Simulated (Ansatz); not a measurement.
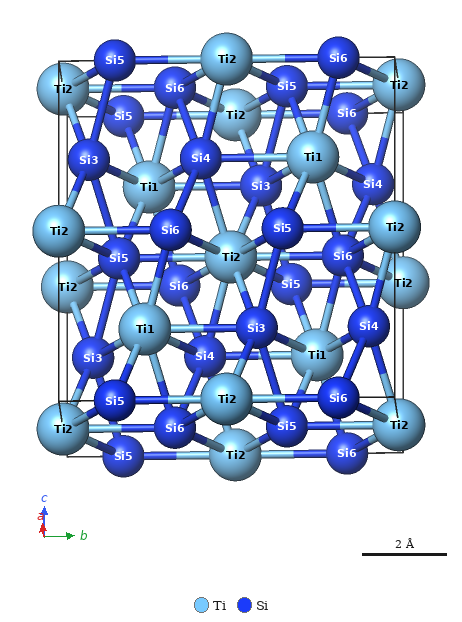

The structure (ball-and-stick view of the cell 4 times as large as that of the calculation, set on its symmetry axes, seen at an oblique angle; atoms are numbered from 1 in the order of the input). An atom can appear more than once, as a periodic image.

## What a change does: band-structure calculation on TiSi$_{2}$

System: TiSi$_{2}$ (Fddd, 6 atoms in the cell).
Method of run A: DFT, PBEsol, all-electron LAPW, scalar-relativistic, no spin polarisation (Ansatz 0.2.0).

The structure derives from an entry of the Crystallography Open Database. Text and figures count atoms from 1; the logs count them from 0 in places.

## Input, run A
```yaml
crystal:
  lattice:
    - [0.0, 4.03564, 4.2615]
    - [2.33877, 0.0, 4.2615]
    - [2.33877, 4.03564, 0.0]
  atoms:
    - { symbol: Ti, position: [0.75, 0.75, 0.75] }
    - { symbol: Ti, position: [0.5, 0.5, 0.5] }
    - { symbol: Si, position: [0.083, 0.417, 0.083] }
    - { symbol: Si, position: [0.417, 0.083, 0.417] }
    - { symbol: Si, position: [0.167, 0.833, 0.167] }
    - { symbol: Si, position: [0.833, 0.167, 0.833] }
kpoints:
  mp_grid: { grid: [8, 8, 8] }
  band_path:
    path:
      - [0.0, 0.0, 0.0]
      - [0.5, 0.0, 0.5]
      - [1.0, 0.5, 0.5]
      - [0.5, 0.5, 0.0]
      - [0.0, 0.0, 0.0]
      - [0.0, 0.409262582, 0.409262582]
      - [1.0, 0.590737418, 0.590737418]
      - [1.0, 0.5, 0.5]
      - [0.5, 0.0, 0.5]
    npoints: 5
scf:
  occupations: { method: fermi_dirac, width: 0.08 }
hamiltonian:
  xc: pbesol
  pseudopotentials: { kind: all_electron, lapw: { basis_error: 0.0005 } }
output:
  forces: true
  stress: true
  eigenvalues: true
```

Launched with:
```bash
ansatz run input.yaml --threads 2 --pin off --max-ram 8192MiB --backend cpu --events-out ev --progress --plain --runs-dir out
```

Hardware: 2 threads of Arm Neoverse V1, 24 GiB of memory available, shared host.

## Output, shortened to warnings, some set-up lines, iterations and results (run A)
```
Basis set: ecut = 265.0366888751458 eV, 783 PW (Γ), FFT grids on a1−a2, a2, a3, exchange–correlation at level 2
Symmetry: 8 space group operations
k-points: 95 of 512
Initial density: superposition of atomic densities (chi_scale 0.1, normalization cell, long waves kept (reshape's long-wave potential 0.00 eV rms))
[...]
SCF iter   1: F=—  HF=-77931.471387 eV  |F-HF|=—  |Δ(HF+E_count)|=         —  Δρ=2.76e-2  dr2=7.70e-1  ethr=1.07e-3  ⟨swp⟩=2.1  Hψ=28540  notcnv=0
SCF iter   2: F=—  HF=-77931.188557 eV  |F-HF|=—  |Δ(HF+E_count)|=   2.83e-1  Δρ=2.05e-2  dr2=6.72e-1  ethr=1.07e-3  ⟨swp⟩=2.0  Hψ=12449  notcnv=0
SCF iter   3: F=—  HF=-77931.064038 eV  |F-HF|=—  |Δ(HF+E_count)|=   1.25e-1  Δρ=9.77e-3  dr2=6.10e-2  ethr=8.50e-5  ⟨swp⟩=2.0  Hψ=21009  notcnv=0
SCF iter   4: F=—  HF=-77930.990177 eV  |F-HF|=—  |Δ(HF+E_count)|=   7.39e-2  Δρ=3.86e-3  dr2=1.74e-2  ethr=8.47e-5  ⟨swp⟩=2.8  Hψ=12507  notcnv=0
SCF iter   5: F=—  HF=-77930.984764 eV  |F-HF|=—  |Δ(HF+E_count)|=         —  Δρ=4.29e-4  dr2=1.11e-4  ethr=2.41e-5  ⟨swp⟩=3.0  Hψ=12133  notcnv=0
SCF iter   6: F=—  HF=-77930.984674 eV  |F-HF|=—  |Δ(HF+E_count)|=   8.98e-5  Δρ=1.99e-4  dr2=4.00e-5  ethr=1.55e-7  ⟨swp⟩=3.0  Hψ=12467  notcnv=0
SCF iter   7: F=—  HF=-77930.984665 eV  |F-HF|=—  |Δ(HF+E_count)|=   8.52e-6  Δρ=3.41e-5  dr2=7.22e-7  ethr=5.55e-8  ⟨swp⟩=2.1  Hψ=11765  notcnv=0
SCF iter   8: F=—  HF=-77930.984665 eV  |F-HF|=—  |Δ(HF+E_count)|=   2.52e-7  Δρ=9.44e-6  dr2=1.18e-7  ethr=1.00e-9  ⟨swp⟩=2.9  Hψ=11931  notcnv=0
SCF iter   9: F=-77930.984665 eV  HF=-77930.984665 eV  |F-HF|=3.83e-8  |Δ(HF+E_count)|=   1.72e-8  Δρ=4.16e-6  dr2=2.73e-8  ethr=1.64e-10  ⟨swp⟩=2.0  Hψ=11755  notcnv=0
SCF 1 converged in 9 iterations: F = -77930.984665 eV  dr2 = 2.73e-8
NSCF: frozen V_eff on 41 k-points
SCF converged after 9 iterations
Free energy (F): -77930.984665 eV
Harris-Foulkes:  -77930.984665 eV  (|F-HF|=3.83e-8)
Internal energy: -77930.941526 eV  (E = F + TS)
E sigma→0 (E₀):  -77930.963096 eV
Entropy (-TS):   -0.043139 eV (-7.190 meV/atom)
Fermi energy:    14.605753 eV
--- Per-component energies (eV) ---
  E_band       = -2887.114165
  E_kinetic    = 78459.035162
  E_xc         = -4467.395638
  E_electrostatic = -151922.581050  (all electrons and nuclei)
  E_smearing   = -0.043139  (= −TS)
  E_closure    = 0.000000  (closes the sum)
  E_atoms      = -77889.553484  (free atoms, spherical and without spin; not in F)
  Σ components = -77930.984665   (vs F -77930.984665, Δ=0.00e0)
  Basis errors (estimates in eV, not in F): energy 1.5e-4 per atom: plane waves 1.3e-4 (6.6e-5 summed), levels above the bands 5.4e-24, relativity 4.0e-9, radial functions 2.4e-5, core shells 1.0e-7; eigenvalues (radial functions only) 7.5e-7; not estimated: angular momenta, meshes, grids; target …
--- Forces (eV/Å), atoms counted from 1 ---
  atom   1  Ti    -0.00000000     0.00000000     0.00000000
  atom   2  Ti     0.00000000     0.00000000     0.00000000
  atom   3  Si     0.00000000     0.21554462     0.00000000
  atom   4  Si     0.00000000    -0.21554462     0.00000000
  atom   5  Si     0.00000000    -0.21554462     0.00000000
  atom   6  Si     0.00000000     0.21554462     0.00000000
  max |Σ_I F_I| component: 2.78e-17 eV/Å
--- Stress (GPa, compression-positive) ---
        6.829118       0.000000       0.000000
        0.000000       5.920240       0.000000
        0.000000       0.000000      -0.050517
  P = ⅓ Tr σ = 4.2329 GPa (42.329 kbar)
```

The input of run B differs as follows (lines with − go, lines with + come):
```diff
-    - [0.0, 4.03564, 4.2615]
-    - [2.33877, 0.0, 4.2615]
-    - [2.33877, 4.03564, 0.0]
+    - [0.0, 4.15918, 4.2615]
+    - [2.410365, 0.0, 4.2615]
+    - [2.410365, 4.15918, 0.0]
-      - [0.0, 0.409262582, 0.409262582]
-      - [1.0, 0.590737418, 0.590737418]
+      - [0.0, 0.4139432973, 0.4139432973]
+      - [1.0, 0.5860567027, 0.5860567027]
```

What does this change do to the results?

With the same functional and potentials, run B lies 2.0 meV per atom lower. The pressure goes from 4.23 to −4.24 GPa. The largest force goes from 0.216 to 0.152 eV/Å. The volume per atom goes from 13.41 to 14.24 Å³. The SCF takes 8 iterations against 9. The plane waves at Γ go from 783 to 807.

## Output, shortened to warnings, some set-up lines, iterations and results (run B)
```
Basis set: ecut = 259.0351044464884 eV, 807 PW (Γ), FFT grids on a1−a2, a2, a3, exchange–correlation at level 2
Symmetry: 8 space group operations
k-points: 95 of 512
Initial density: superposition of atomic densities (chi_scale 0.1, normalization cell, long waves kept (reshape's long-wave potential 0.00 eV rms))
[...]
SCF iter   1: F=—  HF=-77931.495798 eV  |F-HF|=—  |Δ(HF+E_count)|=         —  Δρ=2.72e-2  dr2=7.75e-1  ethr=1.08e-3  ⟨swp⟩=2.1  Hψ=28531  notcnv=0
SCF iter   2: F=—  HF=-77931.218344 eV  |F-HF|=—  |Δ(HF+E_count)|=   2.77e-1  Δρ=2.06e-2  dr2=7.62e-1  ethr=1.08e-3  ⟨swp⟩=2.1  Hψ=12459  notcnv=0
SCF iter   3: F=—  HF=-77931.089059 eV  |F-HF|=—  |Δ(HF+E_count)|=   1.29e-1  Δρ=1.04e-2  dr2=7.88e-2  ethr=1.06e-3  ⟨swp⟩=2.2  Hψ=12487  notcnv=0
SCF iter   4: F=—  HF=-77931.003025 eV  |F-HF|=—  |Δ(HF+E_count)|=   8.60e-2  Δρ=3.93e-3  dr2=1.89e-2  ethr=1.09e-4  ⟨swp⟩=2.8  Hψ=12559  notcnv=0
SCF iter   5: F=—  HF=-77930.997000 eV  |F-HF|=—  |Δ(HF+E_count)|=         —  Δρ=4.65e-4  dr2=1.73e-4  ethr=2.43e-7  ⟨swp⟩=3.0  Hψ=20977  notcnv=0
SCF iter   6: F=—  HF=-77930.996910 eV  |F-HF|=—  |Δ(HF+E_count)|=   8.97e-5  Δρ=1.98e-4  dr2=4.06e-5  ethr=2.40e-7  ⟨swp⟩=2.0  Hψ=11744  notcnv=0
SCF iter   7: F=—  HF=-77930.996902 eV  |F-HF|=—  |Δ(HF+E_count)|=   7.75e-6  Δρ=3.70e-5  dr2=9.45e-7  ethr=5.64e-8  ⟨swp⟩=2.1  Hψ=11754  notcnv=0
SCF iter   8: F=-77930.996902 eV  HF=-77930.996902 eV  |F-HF|=2.52e-8  |Δ(HF+E_count)|=   3.40e-7  Δρ=7.36e-6  dr2=4.38e-8  ethr=1.31e-9  ⟨swp⟩=2.7  Hψ=11859  notcnv=0
SCF 1 converged in 8 iterations: F = -77930.996902 eV  dr2 = 4.38e-8
NSCF: frozen V_eff on 41 k-points
SCF converged after 8 iterations
Free energy (F): -77930.996902 eV
Harris-Foulkes:  -77930.996902 eV  (|F-HF|=2.52e-8)
Internal energy: -77930.953448 eV  (E = F + TS)
E sigma→0 (E₀):  -77930.975175 eV
Entropy (-TS):   -0.043454 eV (-7.242 meV/atom)
Fermi energy:    13.609769 eV
--- Per-component energies (eV) ---
  E_band       = -2960.838754
  E_kinetic    = 78446.164322
  E_xc         = -4463.360060
  E_electrostatic = -151913.757710  (all electrons and nuclei)
  E_smearing   = -0.043454  (= −TS)
  E_closure    = 0.000000  (closes the sum)
  E_atoms      = -77889.553484  (free atoms, spherical and without spin; not in F)
  Σ components = -77930.996902   (vs F -77930.996902, Δ=0.00e0)
  Basis errors (estimates in eV, not in F): energy 1.6e-4 per atom: plane waves 1.3e-4 (7.0e-5 summed), levels above the bands 1.2e-22, relativity 3.7e-9, radial functions 2.4e-5, core shells 7.8e-8; eigenvalues (radial functions only) 7.6e-7; not estimated: angular momenta, meshes, grids; target …
--- Forces (eV/Å), atoms counted from 1 ---
  atom   1  Ti     0.00000000     0.00000000     0.00000000
  atom   2  Ti    -0.00000000    -0.00000000    -0.00000000
  atom   3  Si     0.00000000     0.15224459     0.00000000
  atom   4  Si     0.00000000    -0.15224459     0.00000000
  atom   5  Si     0.00000000    -0.15224459    -0.00000000
  atom   6  Si     0.00000000     0.15224459    -0.00000000
  max |Σ_I F_I| component: 2.78e-17 eV/Å
--- Stress (GPa, compression-positive) ---
       -4.442213      -0.000000      -0.000000
       -0.000000      -5.337948       0.000000
       -0.000000       0.000000      -2.948514
  P = ⅓ Tr σ = -4.2429 GPa (-42.429 kbar)
```

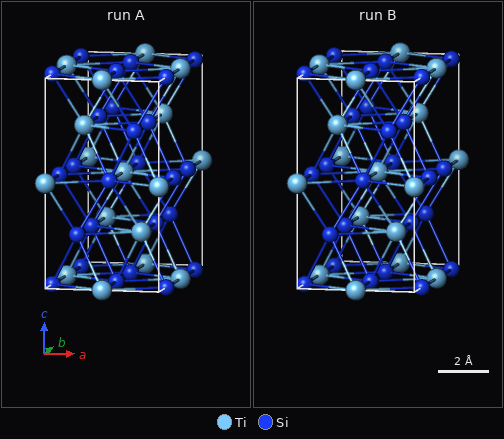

The two input geometries at one scale (ball-and-stick view of the cell 4 times as large as that of the calculation, set on its symmetry axes, seen slightly off an axis). No atom moves by more than 0.005 Å relative to the cell. The drawn cell changes as follows: a 4.678 → 4.821 Å (+3.1 %), b 8.071 → 8.318 Å (+3.1 %), c stays at 8.523 Å; the volume changes by +6.2 %. Among the contacts that change: Si–Ti 2.699 → 2.782 Å, Si–Si 2.523 → 2.546 Å, Si–Ti 2.521 → 2.543 Å.

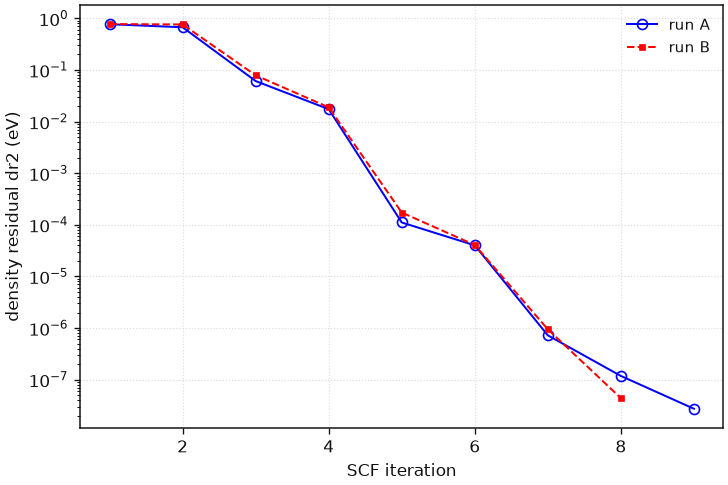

Convergence of the two runs: density residual dr2 against the SCF iteration. Run A takes 9 iterations in all, and run B takes 8.

## The two runs side by side

| quantity | run A | run B |
| --- | --- | --- |
| outcome | converged | converged |
| free energy per atom (eV) | −12988.4974 | −12988.4995 |
| energy per atom, smearing taken to zero (eV) | −12988.4938 | −12988.4959 |
| pressure (GPa) | 4.23 | −4.24 |
| volume per atom (Å³) | 13.41 | 14.24 |
| largest force (eV/Å) | 0.216 | 0.152 |
| SCF iterations | 9 | 8 |
| irreducible k-points | 95 | 95 |
| plane waves at Γ | 783 | 807 |
| wall time (shared host) | 68 s | 62 s |
